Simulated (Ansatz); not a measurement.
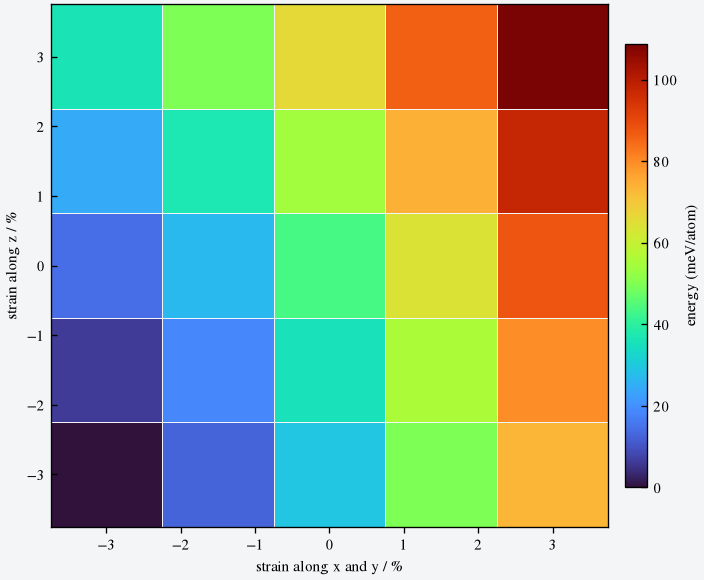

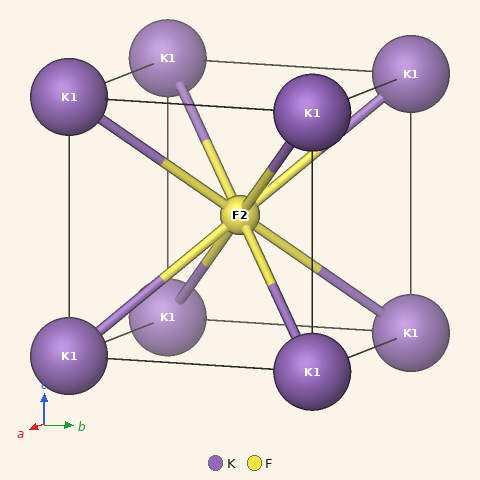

Energy landscape of KF (Pm-3m, No. 221; 2 atoms in the cell). The cell is strained homogeneously, by one strain along x and y and another along z, with fractional coordinates fixed (x, y and z along the cube axes). The first coordinate is: strain along x and y; the second: strain along z. The grid has 5 × 5 points. Points are written as (first, second). Energies: meV/atom, counted from the lowest grid point. The reference cell is the one listed in the database, not relaxed at this level. The calculation used DFT LDA, scalar-relativistic, plane waves, PAW in Ansatz. Settings: cutoff 420 eV, k-mesh 8×8×8, gaussian smearing 0.05 eV, no spin polarisation.

In the figure: one coloured cell a grid point. The second picture is the reference structure.

Q: Where are the wells?

A: The lowest grid point is at (−3.0 %, −3.0 %). It lies at the edge of the scanned range, so the true minimum may lie outside. The highest grid point, (3.0 %, 3.0 %), lies 109 meV/atom above the lowest. The gap on the k-mesh is 6.6 eV at the lowest point and runs from 5.4 to 6.6 eV over the map.
